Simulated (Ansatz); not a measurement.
**Geometry relaxation of Cu (part 1 of 2)**

System: Cu (1 atom in the cell).
Method: DFT PBE, scalar-relativistic, plane waves, PAW, no spin polarisation (Ansatz 0.2.0).

The structure derives from a Materials Project entry. Figures and captions count atoms from 1; the log counts them from 0 in places.

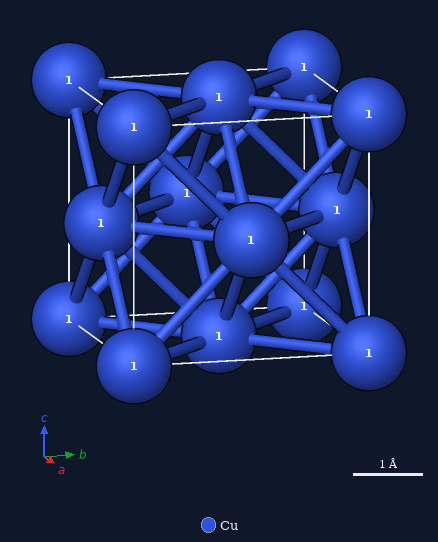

The input geometry (ball-and-stick view of the cell 4 times as large as that of the calculation, set on its symmetry axes, seen slightly off an axis; atoms are numbered from 1 in the order of the input). Near neighbours in the crystal (not all of them lie inside the picture): Cu has 12 Cu at 2.53 Å.

### The input
```yaml
crystal:
  lattice:
    - [0.0, 1.78871534, 1.78871534]
    - [1.78871534, 0.0, 1.78871534]
    - [1.78871534, 1.78871534, 0.0]
  atoms:
    - { symbol: Cu, position: [0.0, 0.0, 0.0] }
basis:
  ecutwfc: 420
kpoints:
  mp_grid: { grid: [20, 20, 20] }
hamiltonian:
  xc: pbe
scf:
  occupations: { method: gaussian, width: 0.1 }
output:
  forces: true
  stress: true
  eigenvalues: true
  write_density: true
  write_potential: true
  elf: true
  volumetric_format: npy
relax:
  adjacent_minimum: "off"
  f_tol: 0.005
  max_steps: 80
  cell: { stress_tol: 0.05 }
```

Launched with:
```bash
ansatz run input.yaml --threads 4 --pin off --max-ram 8192MiB --backend cpu --events-out ev --progress --plain --runs-dir out
```

### Output
```
Engine: ansatz 0.2.0, x86_64-unknown-linux-gnu
Pseudopotentials: kind: paw
Pseudopotential: Cu, paw, valence charge 19, recommended cutoff 420 eV (normal), Cu.paw.azcp
Functional definition: PBE
  parameter kappa = 0.804
  parameter beta = 0.06672455060314922
  exchange = pbe_x(kappa = kappa, mu = beta*pi^2/3)
  correlation = pbe_c(beta = beta)
Crystal: 1 atoms, lattice volume = 11.446 Å³
Basis set: ecut = 420 eV, 229 PW (Γ), exchange–correlation on 36×36×36 points (8 copies of the dense FFT grid, shifted against one another)
Bands: 14, of which v1, the nominal top of the filled ones, is band 10 counted from 1 (9 counted from 0)
Symmetry: 48 space group operations
Space group: Fm-3m (ITA 225), of the structure as read, at distance tolerance 2.3e-5 Å
k-points: 256 of 8000
Non-local potential: Cu, projectors of the file, l = 0: 3, l = 1: 2, l = 2: 3, l = 3: 1
PAW form: soft (Blöchl's): semilocal exchange-correlation on the pseudo side does not see the compensation charge
PAW one-centre angular grid: Cu, 590 points (default); XC on 64 Gauss nodes
Initial density: superposition of atomic densities (neutral atoms: chi_scale 0, normalization atom), corrected by the library's trained network
Initial wavefunctions: pseudopotential atomic-orbital guess
Functional: x = pbe(κ = 0.804, μ = 0.2195149727645171), c = pbe(β = 0.06672455060314922)
SCF iter   1: F=—  HF=-6625.165290 eV  |F-HF|=—  |Δ(HF+E_count)|=         —  Δρ=1.28e-3  dr2=9.37e-5  ethr=1.77e-3  ⟨swp⟩=5.3  Hψ=17900  notcnv=0
preconditioner: auto → none  [metal: Δε(μ)=0.060 eV  Ē_g=17.412 eV  σ=0.100 eV  W_gap=0.31  n_scr=0 (ndim 8)  ℏωp=36.4 eV  f_vac=0.000  D(μ)=0.26/eV (n_scr^D=0)]
SCF iter   2: F=—  HF=-6625.165400 eV  |F-HF|=—  |Δ(HF+E_count)|=   1.10e-4  Δρ=3.94e-4  dr2=4.61e-6  ethr=4.93e-7  ⟨swp⟩=2.3  Hψ=7684  notcnv=0
SCF iter   3: F=—  HF=-6625.165413 eV  |F-HF|=—  |Δ(HF+E_count)|=   1.29e-5  Δρ=1.51e-4  dr2=9.10e-7  ethr=2.43e-8  ⟨swp⟩=2.5  Hψ=4988  notcnv=0
iter 4 did not close the SCF: its close was put off for the readings that it lacked (scf_convergence_deferred on its scf_iter line)
SCF iter   4: F=-6625.165415 eV  HF=-6625.165415 eV  |F-HF|=3.65e-9  |Δ(HF+E_count)|=   1.61e-6  Δρ=1.27e-5  dr2=5.63e-9  ethr=4.79e-9  ⟨swp⟩=2.1  Hψ=4710  notcnv=0
iter 5 did not close the SCF: its close was put off for the readings that it lacked (scf_convergence_deferred on its scf_iter line)
SCF iter   5: F=-6625.165415 eV  HF=-6625.165415 eV  |F-HF|=1.93e-10  |Δ(HF+E_count)|=   5.94e-9  Δρ=1.80e-6  dr2=7.35e-11  ethr=2.96e-11  ⟨swp⟩=2.0  Hψ=5678  notcnv=0
SCF iter   6: F=-6625.165415 eV  HF=-6625.165415 eV  |F-HF|=4.55e-12  |Δ(HF+E_count)|=  2.24e-10  Δρ=1.54e-7  dr2=1.14e-12  ethr=1.00e-12  ⟨swp⟩=4.6  Hψ=16267  notcnv=0
SCF 1 converged in 6 iterations: F = -6625.165415 eV  dr2 = 1.14e-12
  greatest PAW one-centre occupation: 1.000 electrons in one spin orbital (limit 2), on the Cu atom at site 0 (counted from 0), in its partial waves of l = 0
relax step   1: F+E_penalty+E_count = -6625.16541482 eV  Δ(F+E_penalty+E_count) = +0.000e0 eV  max|allowed force component| = 0.000e0 eV/Å  Δτ_max = 0.0000 Å  P = +6.849 GPa  Ω = 11.446 Å³  (6 SCF iters, accepted)
Crystal: 1 atoms, lattice volume = 11.685 Å³
Basis set: ecut = 420 eV, 259 PW (Γ), exchange–correlation on 36×36×36 points (8 copies of the dense FFT grid, shifted against one another)
Initial density: handed on by an earlier stage of this run
Initial wavefunctions: those handed on with the density
iter 1 solved again at ethr=2.38e-5 eV; its pass at ethr=3.10e-3 eV (dr2=4.51e-3 eV) is discarded
SCF iter   1: F=—  HF=-6625.173834 eV  |F-HF|=—  |Δ(HF+E_count)|=         —  Δρ=7.79e-3  dr2=4.55e-3  ethr=2.38e-5  ⟨swp⟩=1.1  Hψ=23060  notcnv=0
preconditioner: auto → none  [metal: Δε(μ)=0.067 eV  Ē_g=17.219 eV  σ=0.100 eV  W_gap=0.34  n_scr=0 (ndim 8)  ℏωp=36.0 eV  f_vac=0.000  D(μ)=0.26/eV (n_scr^D=0)]
SCF iter   2: F=—  HF=-6625.172879 eV  |F-HF|=—  |Δ(HF+E_count)|=   9.56e-4  Δρ=6.19e-4  dr2=2.41e-5  ethr=2.38e-5  ⟨swp⟩=2.2  Hψ=4941  notcnv=0
SCF iter   3: F=—  HF=-6625.172838 eV  |F-HF|=—  |Δ(HF+E_count)|=   4.08e-5  Δρ=4.32e-4  dr2=1.84e-5  ethr=1.27e-7  ⟨swp⟩=2.3  Hψ=5858  notcnv=0
SCF iter   4: F=—  HF=-6625.172832 eV  |F-HF|=—  |Δ(HF+E_count)|=   5.94e-6  Δρ=4.97e-5  dr2=7.08e-8  ethr=9.71e-8  ⟨swp⟩=2.4  Hψ=5041  notcnv=0
iter 5 did not close the SCF: its close was put off for the readings that it lacked (scf_convergence_deferred on its scf_iter line)
SCF iter   5: F=-6625.172832 eV  HF=-6625.172832 eV  |F-HF|=2.36e-11  |Δ(HF+E_count)|=   2.55e-7  Δρ=2.43e-6  dr2=2.90e-10  ethr=3.73e-10  ⟨swp⟩=2.0  Hψ=6032  notcnv=0
SCF iter   6: F=-6625.172832 eV  HF=-6625.172832 eV  |F-HF|=9.09e-13  |Δ(HF+E_count)|=  3.64e-12  Δρ=2.59e-7  dr2=4.94e-12  ethr=1.53e-12  ⟨swp⟩=4.0  Hψ=16201  notcnv=0
SCF 2 converged in 6 iterations: F = -6625.172832 eV  dr2 = 4.94e-12
relax step   2: F+E_penalty+E_count = -6625.17283220 eV  Δ(F+E_penalty+E_count) = -7.417e-3 eV  max|allowed force component| = 0.000e0 eV/Å  Δτ_max = 0.0000 Å  P = +3.450 GPa  Ω = 11.685 Å³  energy of the carried Pulay correction = -2.018e-4 eV  (6 SCF iters, dr2 threshold 1.00e-7 eV, accepted)
Crystal: 1 atoms, lattice volume = 11.937 Å³
iter 1 solved again at ethr=2.63e-5 eV; its pass at ethr=3.10e-3 eV (dr2=5.00e-3 eV) is discarded
SCF iter   1: F=—  HF=-6625.176605 eV  |F-HF|=—  |Δ(HF+E_count)|=         —  Δρ=8.12e-3  dr2=5.06e-3  ethr=2.63e-5  ⟨swp⟩=1.0  Hψ=23285  notcnv=0
preconditioner: auto → none  [metal: Δε(μ)=0.065 eV  Ē_g=16.967 eV  σ=0.100 eV  W_gap=0.35  n_scr=0 (ndim 8)  ℏωp=35.6 eV  f_vac=0.000  D(μ)=0.27/eV (n_scr^D=0)]
SCF iter   2: F=—  HF=-6625.175556 eV  |F-HF|=—  |Δ(HF+E_count)|=   1.05e-3  Δρ=6.31e-4  dr2=2.77e-5  ethr=2.63e-5  ⟨swp⟩=2.2  Hψ=4927  notcnv=0
SCF iter   3: F=—  HF=-6625.175509 eV  |F-HF|=—  |Δ(HF+E_count)|=   4.69e-5  Δρ=4.49e-4  dr2=2.05e-5  ethr=1.46e-7  ⟨swp⟩=2.4  Hψ=5915  notcnv=0
SCF iter   4: F=—  HF=-6625.175503 eV  |F-HF|=—  |Δ(HF+E_count)|=   6.58e-6  Δρ=4.68e-5  dr2=6.67e-8  ethr=1.08e-7  ⟨swp⟩=2.4  Hψ=5054  notcnv=0
iter 5 did not close the SCF: its close was put off for the readings that it lacked (scf_convergence_deferred on its scf_iter line)
SCF iter   5: F=-6625.175503 eV  HF=-6625.175503 eV  |F-HF|=2.16e-10  |Δ(HF+E_count)|=   2.31e-7  Δρ=2.62e-6  dr2=2.78e-10  ethr=3.51e-10  ⟨swp⟩=2.0  Hψ=6031  notcnv=0
SCF iter   6: F=-6625.175503 eV  HF=-6625.175503 eV  |F-HF|=1.82e-12  |Δ(HF+E_count)|=  2.91e-11  Δρ=2.44e-7  dr2=4.14e-12  ethr=1.46e-12  ⟨swp⟩=4.0  Hψ=16662  notcnv=0
SCF 3 converged in 6 iterations: F = -6625.175503 eV  dr2 = 4.14e-12
relax step   3: F+E_penalty+E_count = -6625.17550296 eV  Δ(F+E_penalty+E_count) = -2.671e-3 eV  max|allowed force component| = 0.000e0 eV/Å  Δτ_max = 0.0000 Å  P = +0.271 GPa  Ω = 11.937 Å³  energy of the carried Pulay correction = -4.108e-4 eV  (6 SCF iters, dr2 threshold 1.00e-7 eV, accepted)
Crystal: 1 atoms, lattice volume = 11.961 Å³
iter 1 solved again at ethr=2.23e-7 eV; its pass at ethr=3.10e-3 eV (dr2=4.23e-5 eV) is discarded
SCF iter   1: F=—  HF=-6625.175513 eV  |F-HF|=—  |Δ(HF+E_count)|=         —  Δρ=7.40e-4  dr2=4.20e-5  ethr=2.23e-7  ⟨swp⟩=2.2  Hψ=22112  notcnv=0
preconditioner: auto → none  [metal: Δε(μ)=0.064 eV  Ē_g=16.901 eV  σ=0.100 eV  W_gap=0.33  n_scr=0 (ndim 8)  ℏωp=35.6 eV  f_vac=0.000  D(μ)=0.27/eV (n_scr^D=0)]
SCF iter   2: F=—  HF=-6625.175504 eV  |F-HF|=—  |Δ(HF+E_count)|=   9.58e-6  Δρ=5.69e-5  dr2=2.55e-7  ethr=2.21e-7  ⟨swp⟩=2.2  Hψ=4893  notcnv=0
SCF iter   3: F=—  HF=-6625.175503 eV  |F-HF|=—  |Δ(HF+E_count)|=   3.33e-7  Δρ=4.05e-5  dr2=1.66e-7  ethr=1.34e-9  ⟨swp⟩=2.5  Hψ=5710  notcnv=0
iter 4 did not close the SCF: its close was put off for the readings that it lacked (scf_convergence_deferred on its scf_iter line)
SCF iter   4: F=-6625.175503 eV  HF=-6625.175503 eV  |F-HF|=1.04e-9  |Δ(HF+E_count)|=   4.60e-8  Δρ=4.02e-6  dr2=5.12e-10  ethr=8.72e-10  ⟨swp⟩=2.3  Hψ=5057  notcnv=0
iter 5 did not close the SCF: its close was put off for the readings that it lacked (scf_convergence_deferred on its scf_iter line)
SCF iter   5: F=-6625.175503 eV  HF=-6625.175503 eV  |F-HF|=7.28e-12  |Δ(HF+E_count)|=   1.68e-9  Δρ=3.19e-7  dr2=3.98e-12  ethr=2.69e-12  ⟨swp⟩=2.0  Hψ=6031  notcnv=0
SCF iter   6: F=-6625.175503 eV  HF=-6625.175503 eV  |F-HF|=1.82e-12  |Δ(HF+E_count)|=  1.82e-12  Δρ=1.96e-8  dr2=2.57e-14  ethr=1.00e-12  ⟨swp⟩=3.7  Hψ=13590  notcnv=0
SCF 4 converged in 6 iterations: F = -6625.175503 eV  dr2 = 2.57e-14
relax step   4: F+E_penalty+E_count = -6625.17550337 eV  Δ(F+E_penalty+E_count) = -4.086e-7 eV  max|allowed force component| = 0.000e0 eV/Å  Δτ_max = 0.0000 Å  P = -0.003 GPa  Ω = 11.961 Å³  energy of the carried Pulay correction = -4.299e-4 eV  (6 SCF iters, accepted)
Initial wavefunctions: pseudopotential atomic-orbital guess (no wavefunctions were taken with the density)
iter 1 solved again at ethr=1.35e-8 eV; its pass at ethr=3.10e-3 eV (dr2=2.56e-6 eV) is discarded
SCF iter   1: F=—  HF=-6625.175518 eV  |F-HF|=—  |Δ(HF+E_count)|=         —  Δρ=9.86e-4  dr2=2.56e-6  ethr=1.35e-8  ⟨swp⟩=3.0  Hψ=28476  notcnv=0
preconditioner: auto → none  [metal: Δε(μ)=0.064 eV  Ē_g=16.896 eV  σ=0.100 eV  W_gap=0.33  n_scr=0 (ndim 8)  ℏωp=35.6 eV  f_vac=0.000  D(μ)=0.27/eV (n_scr^D=0)]
SCF iter   2: F=—  HF=-6625.175764 eV  |F-HF|=—  |Δ(HF+E_count)|=   2.46e-4  Δρ=4.93e-4  dr2=7.11e-7  ethr=1.34e-8  ⟨swp⟩=1.0  Hψ=3614  notcnv=0
SCF iter   3: F=—  HF=-6625.175844 eV  |F-HF|=—  |Δ(HF+E_count)|=   8.05e-5  Δρ=4.82e-5  dr2=6.07e-8  ethr=3.74e-9  ⟨swp⟩=1.0  Hψ=3591  notcnv=0
SCF iter   4: F=—  HF=-6625.175845 eV  |F-HF|=—  |Δ(HF+E_count)|=   4.34e-7  Δρ=5.04e-6  dr2=2.46e-10  ethr=3.19e-10  ⟨swp⟩=2.0  Hψ=4890  notcnv=0
iter 5 did not close the SCF: its close was put off for the readings that it lacked (scf_convergence_deferred on its scf_iter line)
SCF iter   5: F=-6625.175845 eV  HF=-6625.175845 eV  |F-HF|=9.09e-12  |Δ(HF+E_count)|=   7.25e-9  Δρ=3.27e-7  dr2=6.22e-12  ethr=1.30e-12  ⟨swp⟩=2.1  Hψ=5092  notcnv=0
SCF iter   6: F=-6625.175845 eV  HF=-6625.175845 eV  |F-HF|=1.82e-12  |Δ(HF+E_count)|=  1.18e-11  Δρ=2.55e-8  dr2=1.19e-14  ethr=1.00e-12  ⟨swp⟩=3.5  Hψ=13583  notcnv=0
SCF 5 converged in 6 iterations: F = -6625.175845 eV  dr2 = 1.19e-14
relax step   5: F+E_penalty+E_count = -6625.17584459 eV  Δ(F+E_penalty+E_count) = -3.412e-4 eV  max|allowed force component| = 0.000e0 eV/Å  Δτ_max = 0.0000 Å  P = -0.053 GPa  Ω = 11.961 Å³  stress off target by 5.26e-2 GPa  SCF on the basis re-selected at this cell (its energy is not comparable with the rows above)  (6 SCF iters)
basis re-selected at this cell: Δ(F+E_penalty+E_count) = -3.412e-4 eV, ΔP = -0.050 GPa vs the last step (what re-selecting the basis moved, of the pressure what is left beyond the Pulay correction that the steps carried, after the strain that the cell walked since its last selection, with what the two solves' SCF thresholds leave and, on support functions, any second-order correction that the steps lacked; it is no measure of the basis error at this ecutwfc). This SCF's stress stands 5.26e-2 GPa from its target on what of the cell is left free (relax.cell.stress_tol is 5.00e-2 GPa) and its largest allowed force component is 0.00e0 eV/Å (relax.f_tol is 5.00e-3 eV/Å): not within both, so this SCF does not close the relaxation
Crystal: 1 atoms, lattice volume = 11.956 Å³
iter 1 solved again at ethr=8.03e-9 eV; its pass at ethr=3.10e-3 eV (dr2=1.52e-6 eV) is discarded
```
